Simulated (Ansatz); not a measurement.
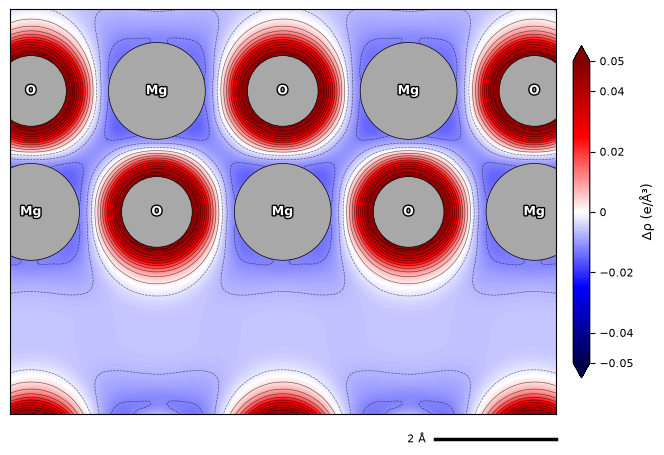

MgO. Difference of the valence pseudo-densities of two functionals at the same geometry, on the (110) plane of the calculation cell: HF less HSE06.

Both computed with Ansatz (plane waves, PAW), on the same k-point mesh. Grey discs cover the atomic cores.

```
Mg O
1.0
     3.48402    0.00000    0.00000
    -1.74201    3.01725    0.00000
     0.00000    0.00000    4.18532
Mg O
2 2
Direct
  0.33333 0.66667 0.25000
  0.66667 0.33333 0.75000
  0.66667 0.33333 0.25000
  0.33333 0.66667 0.75000
```

### Where does the change of functional move the electrons?

Against HSE06, HF gives less density around Mg (−0.008 e/Å³ on average at 1.0 Å from the nucleus), more density around O (+0.039 e/Å³ on average at 0.7 Å from the nucleus) and less density in the space between the atoms (−0.003 e/Å³ on average).
